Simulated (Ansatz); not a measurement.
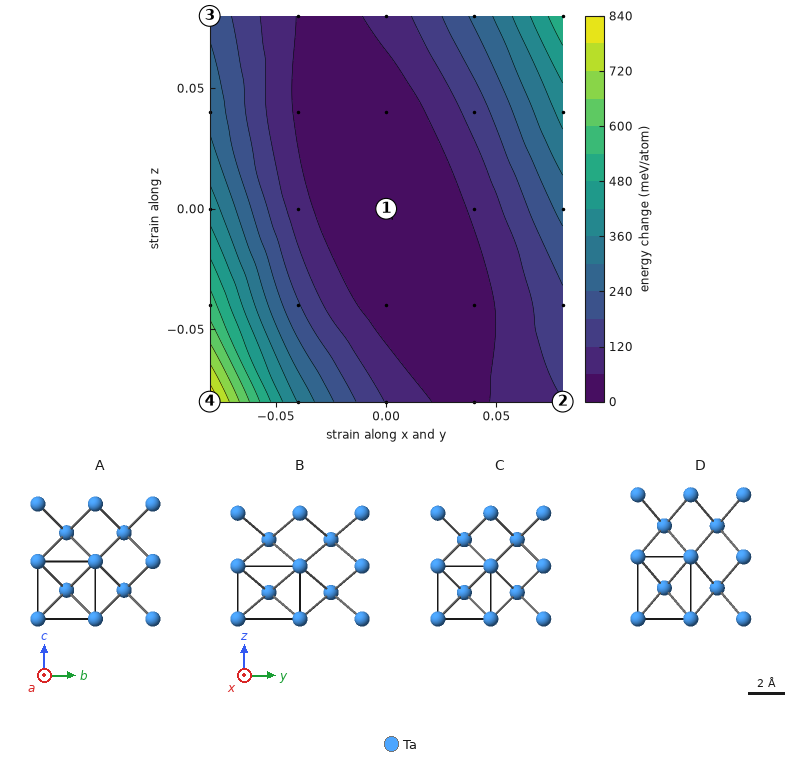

Energy scan for crystalline Ta (Im-3m), in which the cell is strained equally along x and y and separately along z, with the atoms kept at their fractional coordinates. x, y and z are the Cartesian axes of the input. The map is interpolated between the computed points (dots). The frames are shuffled; each belongs to one numbered point. Style: ball-and-stick. Shown: the conventional cell (2 times the calculation's cell), repeated 3 × 2 × 2 with one cell outlined, along the a axis. Lengths and directions refer to the drawn axes.

Theory: DFT PBEsol, scalar-relativistic, plane waves, PAW in Ansatz. Set-up: plane-wave cutoff 420 eV; k-point mesh 26 × 26 × 26; occupations gaussian; smearing width 0.15 eV; no spin polarisation. Energies (free energies at the smearing named) are counted from the relaxed crystal.

Question: Which frame belongs to which numbered point?

Answer: Point 1 is frame A, at (0.000, 0.000) and 0 meV/atom; 2 is frame B, at (0.080, −0.080) and 119 meV/atom; 3 is frame D, at (−0.080, 0.080) and 224 meV/atom; 4 is frame C, at (−0.080, −0.080) and 832 meV/atom. In pairs of (strain along x and y; strain along z): the lowest computed point lies at (0.000, 0.000) (0 meV/atom), the highest at (−0.080, −0.080) (832 meV/atom). The valley is tilted: raising the in-plane strain is made harder by raising the strain along z (cross term 0.66 of the geometric mean of the two curvatures). Over the ranges scanned the energy rises more along the first axis, the in-plane strain. The pressure runs from −30.7 GPa at (0.080, 0.080) to 83.0 GPa at (−0.080, −0.080).
